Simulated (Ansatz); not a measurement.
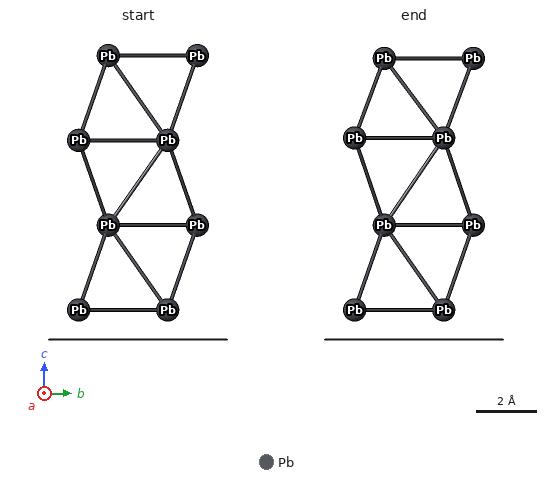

The structure of a slab of composition Pb (cut from the P6_3/mmc phase) before (left) and after (right) a constrained relaxation, at one scale.

A ball-and-stick model of the 2 × 2 repeat of the cell, outlined in the plane, without the vacuum, seen along the a axis.

Case: clean slab, lower half held. The slab is the (0 0 1) face of Pb. 2 atoms are held fixed.

Method: DFT PBEsol, scalar-relativistic, plane waves, PAW in Ansatz 0.2.0. Set-up: plane-wave cutoff 420 eV; k-point mesh 9 × 9 × 1; occupations gaussian; smearing width 0.1 eV; no spin polarisation; dipole correction; atoms relaxed in a fixed cell; force threshold 0.03 eV/Å; at most 70 steps.

> What changed between the two?

The energy falls by 34.2 meV per cell of the calculation in 2 geometry steps. Largest force component: 0.38 eV/Å at the start, 0.0025 eV/Å at the end. A Pb atom moves most: 0.095 Å along the normal (−c). The cell doesn't change. Near-neighbour distances that change, for instance: Pb–Pb 3.496 → 3.351 Å, Pb–Pb 3.496 → 3.564 Å.
